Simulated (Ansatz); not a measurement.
SnO₂: geometry relaxation (part 2 of 2)

Continued. System: SnO₂ (R3m, 12 atoms in the cell). Method: DFT PBEsol, scalar-relativistic, plane waves, PAW, PAW set soft_1, no spin polarisation (Ansatz 0.2.0); cutoff 520 eV, 6×6×6 k-mesh, Gaussian smearing of 0.02 eV. The structure derives from a Materials Project entry.

Geometry of the input (Å; fractional positions):
```
3.2515  1.8772  4.4537
-3.2515  1.8772  4.4537
0.0000  -3.7545  4.4537
Sn 0.8612  0.8612  0.8612
Sn 0.3660  0.3660  0.8661
Sn 0.3660  0.8661  0.3660
Sn 0.8661  0.3660  0.3660
O  0.1260  0.6210  0.6210
O  0.6210  0.1260  0.6210
O  0.6210  0.6210  0.1260
O  0.6081  0.6081  0.6081
O  0.1249  0.1249  0.1249
O  0.1041  0.1041  0.6091
O  0.1041  0.6091  0.1041
O  0.6091  0.1041  0.1041
```

```
basis re-selected at this cell: Δ(F+E_penalty+E_count) = +4.917e-4 eV, ΔP = +0.005 GPa vs the last step (what re-selecting the basis moved, of the pressure what is left beyond the Pulay correction that the steps carried, after the strain that the cell walked since its last selection, with what the two solves' SCF thresholds leave and, on support functions, any second-order correction that the steps lacked; it is no measure of the basis error at this ecutwfc). This SCF's stress stands 6.23e-3 GPa from its target on what of the cell is left free (relax.cell.stress_tol is 5.00e-2 GPa) and its largest allowed force component is 2.06e-3 eV/Å (relax.f_tol is 5.00e-3 eV/Å): within both
SCF converged after 6 iterations
Free energy (F): -28284.501003 eV
Harris-Foulkes:  -28284.501003 eV  (|F-HF|=3.64e-12)
Internal energy: -28284.501003 eV  (E = F + TS)
E sigma→0 (E₀):  -28284.501003 eV
Fermi energy:    8.443478 eV
--- Per-component energies (eV) ---
  E_band       = -392.157706
  E_kinetic    = 2025.226213
  E_local      = -7486.214375  (includes V_loc(G=0)·N_el)
  E_nonlocal   = 1010.679106
  E_hartree    = 3381.115242
  E_xc         = -1061.068174
  E_vxc        = -1044.404179  (∫ρ·V_xc dr)
  E_paw        = -18453.678597  (= ΣΔE_a)
  E_vpaw       = -1659.676670  (= ΣTr[D̂ρ^β])
  E_aug_tail   = 0.001936  (compensation charges beyond the density's cutoff)
  E_ewald      = -7701.984016
  E_core_change = 1.421661  (= ΣΔE_core)
  E_smearing   = -0.000000  (= −TS)
  E_closure    = 0.000000  (closes the sum)
  Σ components = -28284.501003   (vs F -28284.501003, Δ=0.00e0)
--- Forces (eV/Å), atoms counted from 1 ---
  atom   1  Sn     0.00000000     0.00000000     0.00182751
  atom   2  Sn     0.00000000    -0.00027666    -0.00063629
  atom   3  Sn    -0.00023960     0.00013833    -0.00063629
  atom   4  Sn     0.00023960     0.00013833    -0.00063629
  atom   5  O     -0.00066947    -0.00038652    -0.00009593
  atom   6  O      0.00066947    -0.00038652    -0.00009593
  atom   7  O      0.00000000     0.00077304    -0.00009593
  atom   8  O     -0.00000000    -0.00000000    -0.00104225
  atom   9  O     -0.00000000    -0.00000000    -0.00206095
  atom  10  O      0.00000000     0.00071699     0.00115754
  atom  11  O      0.00062093    -0.00035850     0.00115754
  atom  12  O     -0.00062093    -0.00035850     0.00115754
  max |Σ_I F_I| component: 2.81e-7 eV/Å
--- Stress (GPa, compression-positive) ---
        0.006235       0.000000       0.000000
        0.000000       0.006235      -0.000000
        0.000000      -0.000000      -0.000571
  P = ⅓ Tr σ = 0.0040 GPa (0.040 kbar)
--- Band table (eV; the first three rows and the last of 32) ---
  k-point 0: bands = ["-13.1184", "-13.1184", "-13.1184", "-12.5229", "-12.2557", "-12.2557", "-12.1979", "-12.1979", "-12.1979", "-12.1400", "-12.1400", "-12.1400", "-12.0322", "-12.0322", "-11.9900", "-11.9900", "-11.9900", "-11.9037", "-11.9037", "-11.9037", "-10.6476", "-9.4301", "-9.4301", "-9.4301", "-8.6069", "-7.3945", "-7.3945", "-7.3945", "0.7721", "0.7721", "0.7721", "2.7711", "2.7711", "2.7711", "3.4418", "4.1533", "4.1533", "4.1533", "6.1167", "6.1167", "6.4035", "6.4035", "6.4035", "6.4615", "6.4615", "7.0517", "7.0517", "7.0517", "7.5161", "7.5334", "7.5334", "7.5334", "9.3452", "12.6005", "12.6006", "12.6006", "13.0981", "14.3588", "14.3589", "14.3589", "18.4629", "18.4629", "18.4823", "18.4823"]
  k-point 1: bands = ["-13.0774", "-13.0773", "-13.0712", "-12.4893", "-12.3148", "-12.2393", "-12.2026", "-12.2026", "-12.1934", "-12.1817", "-12.1817", "-12.1391", "-12.0497", "-12.0330", "-12.0128", "-12.0007", "-12.0007", "-11.9316", "-11.9316", "-11.9217", "-10.5970", "-9.5542", "-9.3265", "-9.3265", "-8.5018", "-7.4657", "-7.4657", "-7.4489", "0.8143", "0.8143", "0.9999", "2.8877", "2.8877", "2.9250", "3.4005", "4.0724", "4.0724", "4.2547", "5.5923", "5.8800", "6.2754", "6.2754", "6.3031", "6.3306", "6.5907", "6.9864", "6.9864", "7.0301", "7.4655", "7.4655", "7.4927", "7.5281", "9.8739", "12.6256", "12.7871", "12.7871", "13.3913", "14.2741", "14.6989", "14.6989", "17.8308", "18.2254", "18.2585", "18.2585"]
  k-point 2: bands = ["-12.9704", "-12.9703", "-12.9364", "-12.5252", "-12.3590", "-12.3590", "-12.3540", "-12.1981", "-12.1904", "-12.1495", "-12.1495", "-12.1403", "-12.0795", "-12.0704", "-12.0402", "-12.0402", "-12.0310", "-11.9667", "-11.9553", "-11.9553", "-10.4408", "-9.8509", "-9.1045", "-9.1045", "-8.2347", "-7.6300", "-7.6300", "-7.6241", "0.9115", "0.9115", "1.6258", "3.0549", "3.0549", "3.1439", "3.3431", "4.0701", "4.0701", "4.5417", "4.6788", "5.4427", "5.7997", "5.7997", "6.0326", "6.0786", "6.7482", "6.9682", "6.9998", "6.9998", "7.3245", "7.3245", "7.4853", "7.5138", "10.8936", "12.4972", "13.1791", "13.1792", "14.0145", "14.1891", "15.5276", "15.5276", "16.9631", "17.5605", "17.6893", "17.6893"]
  k-point 31: bands = ["-13.1233", "-13.1233", "-13.1233", "-12.5236", "-12.2549", "-12.2549", "-12.1990", "-12.1990", "-12.1990", "-12.1424", "-12.1424", "-12.1424", "-12.0318", "-12.0318", "-11.9919", "-11.9919", "-11.9919", "-11.9037", "-11.9037", "-11.9037", "-10.4166", "-9.3668", "-9.3668", "-9.3667", "-8.9166", "-7.5217", "-7.5217", "-7.5217", "1.1423", "1.1423", "1.1423", "3.1979", "3.1979", "3.1979", "4.0261", "4.3552", "4.3552", "4.3552", "5.7680", "5.7680", "5.7680", "5.8038", "5.9704", "5.9704", "6.5732", "6.5732", "6.6520", "6.6520", "6.6520", "6.7589", "6.7590", "6.7590", "11.0891", "13.0580", "13.0581", "13.0581", "13.2894", "15.4117", "15.4117", "15.4117", "17.5322", "17.5322", "17.5322", "18.8145"]
--- Relaxed structure (5 steps of the walk, 5 accepted, 1 SCFs on fresh bases) ---
  F+E_penalty+E_count = -28284.50100292 eV   max|allowed force component| = 2.061e-3 eV/Å   (the final SCF, on the basis selected at the relaxed cell)
  cell:  # Å, volume = 157.6559 Å³
    - [3.2107394793758903, 1.85372130273195, 4.414784916735062]
    - [-3.2107394793758903, 1.85372130273195, 4.414784916735062]
    - [-1.4754265946859461e-34, -3.7074426054143372, 4.414784916755872]
  atoms:
    - { symbol: Sn, position: [0.8646807173685535, 0.8646807173685535, 0.8646807173685535] }
    - { symbol: Sn, position: [0.3648245829086513, 0.3648245829086513, 0.8648190111273868] }
    - { symbol: Sn, position: [0.3648245829086513, 0.8648190111273866, 0.3648245829086513] }
    - { symbol: Sn, position: [0.8648190111273866, 0.3648245829086513, 0.3648245829086513] }
    - { symbol: O, position: [0.12350035340189502, 0.6233501671318918, 0.623350167131892] }
    - { symbol: O, position: [0.6233501671318918, 0.12350035340189502, 0.623350167131892] }
    - { symbol: O, position: [0.6233501671318917, 0.6233501671318917, 0.12350035340189502] }
    - { symbol: O, position: [0.6062113146346527, 0.6062113146346527, 0.6062113146346527] }
    - { symbol: O, position: [0.12347152956729313, 0.12347152956729313, 0.12347152956729314] }
    - { symbol: O, position: [0.10608830825529048, 0.10608830825529048, 0.6062369573085516] }
    - { symbol: O, position: [0.1060883082552905, 0.6062369573085518, 0.1060883082552905] }
    - { symbol: O, position: [0.6062369573085518, 0.1060883082552905, 0.1060883082552905] }
```

**Trajectory as extended XYZ (Å, eV, eV/Å), 6 frames, from step=1 to step=6**
```
12
Lattice="3.2515 1.8772 4.4537 -3.2515 1.8772 4.4537 0.0000 -3.7545 4.4537" Properties=species:S:1:pos:R:3:forces:R:3 step=1 energy=-28284.38727 pressure_GPa=-5.69
Sn    0.0000    0.0000   11.5064    0.0000   0.0000   0.0897
Sn    0.0000   -1.8777    7.1170    0.0000   0.0166  -0.0328
Sn   -1.6261    0.9388    7.1170    0.0144  -0.0083  -0.0328
Sn    1.6261    0.9388    7.1170   -0.0144  -0.0083  -0.0328
O    -1.6096   -0.9293    6.0930   -0.0330  -0.0191   0.3843
O     1.6096   -0.9293    6.0930    0.0330  -0.0191   0.3843
O     0.0000    1.8586    6.0930    0.0000   0.0381   0.3843
O     0.0000    0.0000    8.1243    0.0000   0.0000  -0.4057
O     0.0000    0.0000    1.6683    0.0000   0.0000   0.3402
O     0.0000   -1.8959    3.6401    0.0000   0.0384  -0.3596
O    -1.6419    0.9479    3.6401    0.0333  -0.0192  -0.3596
O     1.6419    0.9479    3.6401   -0.0333  -0.0192  -0.3596
12
Lattice="3.1976 1.8461 4.3918 -3.1976 1.8461 4.3918 0.0000 -3.6923 4.3918" Properties=species:S:1:pos:R:3:forces:R:3 step=2 energy=-28284.48504 pressure_GPa=0.36
Sn    0.0000    0.0000   11.3611    0.0000   0.0000   0.0473
Sn    0.0000   -1.8480    7.0130    0.0000   0.0671  -0.0162
Sn   -1.6004    0.9240    7.0130    0.0581  -0.0335  -0.0162
Sn    1.6004    0.9240    7.0130   -0.0581  -0.0335  -0.0162
O    -1.5883   -0.9170    5.9932   -0.0185  -0.0107   0.1597
O     1.5883   -0.9170    5.9932    0.0185  -0.0107   0.1597
O     0.0000    1.8340    5.9932    0.0000   0.0214   0.1597
O     0.0000    0.0000    8.0195    0.0000   0.0000  -0.1690
O     0.0000    0.0000    1.6175    0.0000   0.0000   0.1413
O     0.0000   -1.8581    3.6110    0.0000   0.0188  -0.1500
O    -1.6092    0.9291    3.6110    0.0163  -0.0094  -0.1500
O     1.6092    0.9291    3.6110   -0.0163  -0.0094  -0.1500
12
Lattice="3.2106 1.8536 4.4241 -3.2106 1.8536 4.4241 0.0000 -3.7072 4.4241" Properties=species:S:1:pos:R:3:forces:R:3 step=3 energy=-28284.49976 pressure_GPa=0.04
Sn    0.0000    0.0000   11.4490    0.0000   0.0000   0.0667
Sn    0.0000   -1.8544    7.0632    0.0000   0.0174  -0.0224
Sn   -1.6059    0.9272    7.0632    0.0151  -0.0087  -0.0224
Sn    1.6059    0.9272    7.0632   -0.0151  -0.0087  -0.0224
O    -1.5969   -0.9220    6.0613   -0.0038  -0.0022  -0.0107
O     1.5969   -0.9220    6.0613    0.0038  -0.0022  -0.0107
O     0.0000    1.8440    6.0613    0.0000   0.0044  -0.0107
O     0.0000    0.0000    8.0537    0.0000   0.0000   0.0015
O     0.0000    0.0000    1.6518    0.0000   0.0000  -0.0270
O     0.0000   -1.8632    3.6144    0.0000   0.0031   0.0193
O    -1.6136    0.9316    3.6144    0.0027  -0.0016   0.0193
O     1.6136    0.9316    3.6144   -0.0027  -0.0016   0.0193
12
Lattice="3.2104 1.8535 4.4184 -3.2104 1.8535 4.4184 0.0000 -3.7071 4.4184" Properties=species:S:1:pos:R:3:forces:R:3 step=4 energy=-28284.50025 pressure_GPa=0.02
Sn    0.0000    0.0000   11.4377    0.0000   0.0000   0.0588
Sn    0.0000   -1.8543    7.0529    0.0000   0.0166  -0.0196
Sn   -1.6059    0.9271    7.0529    0.0144  -0.0083  -0.0196
Sn    1.6059    0.9271    7.0529   -0.0144  -0.0083  -0.0196
O    -1.5978   -0.9225    6.0521   -0.0047  -0.0027  -0.0021
O     1.5978   -0.9225    6.0521    0.0047  -0.0027  -0.0021
O     0.0000    1.8450    6.0521    0.0000   0.0055  -0.0021
O     0.0000    0.0000    8.0434    0.0000   0.0000  -0.0029
O     0.0000    0.0000    1.6460    0.0000   0.0000  -0.0099
O     0.0000   -1.8620    3.6123    0.0000   0.0049   0.0063
O    -1.6125    0.9310    3.6123    0.0042  -0.0024   0.0063
O     1.6125    0.9310    3.6123   -0.0042  -0.0024   0.0063
12
Lattice="3.2107 1.8537 4.4148 -3.2107 1.8537 4.4148 0.0000 -3.7074 4.4148" Properties=species:S:1:pos:R:3:forces:R:3 step=5 energy=-28284.50150 pressure_GPa=-0.00
Sn    0.0000    0.0000   11.4521    0.0000   0.0000   0.0020
Sn    0.0000   -1.8537    7.0392    0.0000  -0.0003  -0.0007
Sn   -1.6054    0.9268    7.0392   -0.0003   0.0002  -0.0007
Sn    1.6054    0.9268    7.0392    0.0003   0.0002  -0.0007
O    -1.6049   -0.9266    6.0491   -0.0007  -0.0004   0.0000
O     1.6049   -0.9266    6.0491    0.0007  -0.0004   0.0000
O     0.0000    1.8532    6.0491    0.0000   0.0008   0.0000
O     0.0000    0.0000    8.0289    0.0000   0.0000  -0.0011
O     0.0000    0.0000    1.6353    0.0000   0.0000  -0.0019
O     0.0000   -1.8543    3.6131    0.0000   0.0007   0.0010
O    -1.6058    0.9271    3.6131    0.0006  -0.0004   0.0010
O     1.6058    0.9271    3.6131   -0.0006  -0.0004   0.0010
12
Lattice="3.2107 1.8537 4.4148 -3.2107 1.8537 4.4148 0.0000 -3.7074 4.4148" Properties=species:S:1:pos:R:3:forces:R:3 step=6 energy=-28284.50100 pressure_GPa=0.00
Sn    0.0000    0.0000   11.4521    0.0000   0.0000   0.0018
Sn    0.0000   -1.8537    7.0392    0.0000  -0.0003  -0.0006
Sn   -1.6054    0.9268    7.0392   -0.0002   0.0001  -0.0006
Sn    1.6054    0.9268    7.0392    0.0002   0.0001  -0.0006
O    -1.6049   -0.9266    6.0491   -0.0007  -0.0004  -0.0001
O     1.6049   -0.9266    6.0491    0.0007  -0.0004  -0.0001
O     0.0000    1.8532    6.0491    0.0000   0.0008  -0.0001
O     0.0000    0.0000    8.0289    0.0000   0.0000  -0.0010
O     0.0000    0.0000    1.6353    0.0000   0.0000  -0.0021
O     0.0000   -1.8543    3.6131    0.0000   0.0007   0.0012
O    -1.6058    0.9271    3.6131    0.0006  -0.0004   0.0012
O     1.6058    0.9271    3.6131   -0.0006  -0.0004   0.0012
```

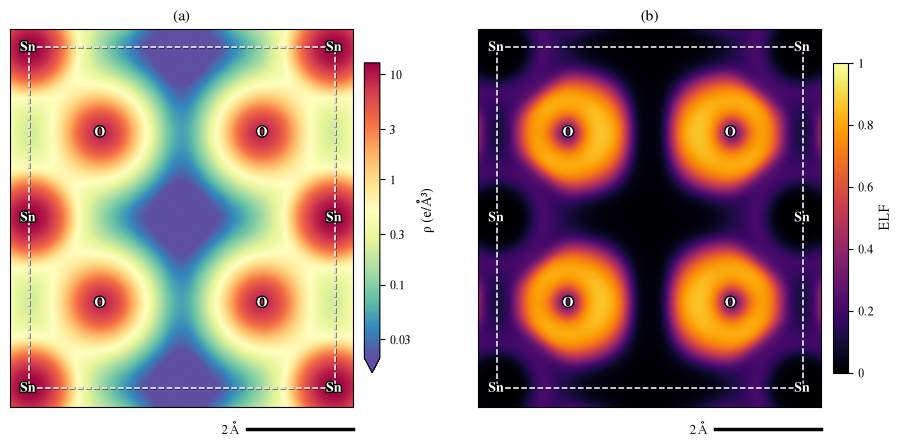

Figure 1. (a) valence electron density; (b) ELF on the (011) plane of the calculation cell. Atoms in the plane: Sn and O. Sn–O (2.10 Å): the density is about 0.61 e/Å³ at the midpoint; the ELF is about 0.30 at the midpoint. Away from the nuclei the density in this plane falls to 0.008 e/Å³ at its lowest. In a PAW calculation such maps are meaningful between the atoms, not at the nuclei.

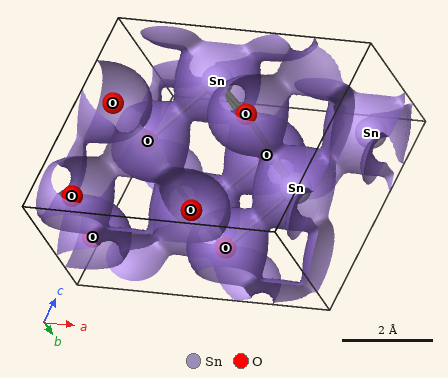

Figure 2. Isosurface of the valence charge density (pseudo) at 0.5 e/Å³ (purple), seen at an oblique angle. Sticks mark near contacts. The outline is the calculation cell. At this value the density is joined into sheets; it holds about 80 % of the electrons treated as valence (semicore included). On the grid the lowest density along these lines, outside the cores, is 0.61 e/Å³ (Sn–O, 2.10 Å).

**Results in brief**

```json
{"quantity": "outcome", "value": "converged"}
{"quantity": "space group (tolerance 0.01 Å)", "value": "R3m (160) → R-3m (166)"}
{"quantity": "electrons treated", "value": "104"}
{"quantity": "free energy", "value": "−28284.5010 eV"}
{"quantity": "Fermi energy", "value": "8.443 eV"}
{"quantity": "gap on the k-point mesh", "value": "1.80 eV"}
{"quantity": "pressure", "value": "0.00 GPa"}
{"quantity": "final volume", "value": "157.66 Å³"}
{"quantity": "largest force (length of the vector) at the end", "value": "0.002 eV/Å"}
{"quantity": "final cell", "value": "a = 5.765 Å, b = 5.765 Å, c = 5.765 Å, α = 67.69°, β = 67.69°, γ = 67.69°"}
{"quantity": "hardware", "value": "2 threads of Arm Neoverse N1, 98 GiB of memory available, shared host"}
{"quantity": "wall time", "value": "4.8 min (CPU time 9.6 min)"}
{"quantity": "peak memory", "value": "0.68 GiB"}
```

**Remarks**

The program warns: the PAW datasets were made with another functional.
